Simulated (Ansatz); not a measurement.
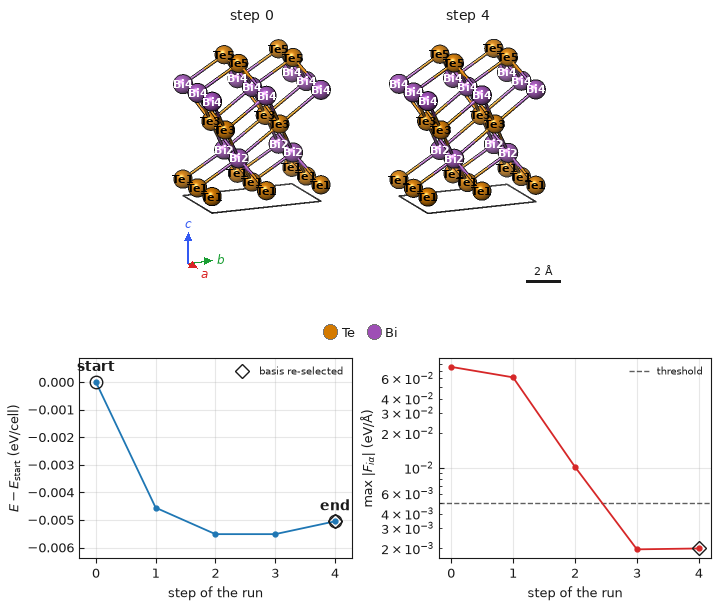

First and last geometry of a relaxation of a slab of composition Bi2Te3 (cut from the R-3m phase), with the history of the run. A ball-and-stick model of the 2 × 2 repeat of the cell, outlined in the plane, without the vacuum, seen slightly off an axis.

The calculation used Ansatz, DFT PBE+D3(BJ), scalar-relativistic, plane waves, PAW.

Input
```yaml
crystal:
  lattice:
    - [4.3877681463, 0.0, 0.0]
    - [-2.1938840732, 3.7999186806, 0.0]
    - [0.0, 0.0, 41.0186661159]
  atoms:
    - { symbol: Te, position: [0.0, 0.0, 0.4084644411] }
    - { symbol: Bi, position: [0.3333333333, 0.6666666667, 0.4506653761] }
    - { symbol: Te, position: [0.6666666667, 0.3333333333, 0.5] }
    - { symbol: Bi, position: [0.0, 0.0, 0.5493346239] }
    - { symbol: Te, position: [0.3333333333, 0.6666666667, 0.5915355589] }
  periodic: [true, true, false]
basis:
  ecutwfc: 420
kpoints:
  mp_grid: { grid: [9, 9, 1] }
hamiltonian:
  xc: pbe
  dispersion: d3bj
scf:
  occupations: { method: gaussian, width: 0.02 }
output:
  forces: true
  stress: true
  eigenvalues: true
  write_density: true
  write_potential: true
  elf: true
  volumetric_format: npy
relax:
  adjacent_minimum: "off"
  f_tol: 0.005
  max_steps: 80
  cell: { stress_2d_tol: 0.02 }
```

Command:
```bash
ansatz run input.yaml --threads 4 --pin off --max-ram 9216MiB --backend cpu --events-out ev --progress --plain --runs-dir out
```

**Did the run converge, and what did it change?**

It converged. The largest moves relative to the cell and the layer's centre, 0.030 Å, are those of Te1 and Te5. Te1 goes along the normal (−c). Largest moves by element: Te 0.030 Å, Bi 0.023 Å. In the plane the drawn cell goes a 8.776 → 8.707 Å (−0.8 %), b 8.776 → 8.707 Å (−0.8 %). Among the contacts that change: Bi4–Te5 3.068 → 3.056 Å. After 3 accepted moves (4 points after the start) the energy has fallen by 5.0 meV per cell of the calculation. Largest force component: 0.075 eV/Å at the start, 0.002 eV/Å at the end. At 1 point the geometry stayed and the basis and grid were re-selected for the new cell (energy shift of 0.5 meV per cell of the calculation at most each time). The run took 48 s on 4 threads of Arm Neoverse V2, with other jobs on the host, peak memory 1.4 GiB.

```json
{"step": "0", "E − E(0), meV/atom": "0.00", "largest force component, eV/Å": "0.0755", "note": ""}
{"step": "1", "E − E(0), meV/atom": "-0.91", "largest force component, eV/Å": "0.0612", "note": ""}
{"step": "2", "E − E(0), meV/atom": "-1.10", "largest force component, eV/Å": "0.0102", "note": ""}
{"step": "3", "E − E(0), meV/atom": "-1.10", "largest force component, eV/Å": "0.0020", "note": ""}
{"step": "4", "E − E(0), meV/atom": "-1.01", "largest force component, eV/Å": "0.0020", "note": "same geometry, new basis"}
```
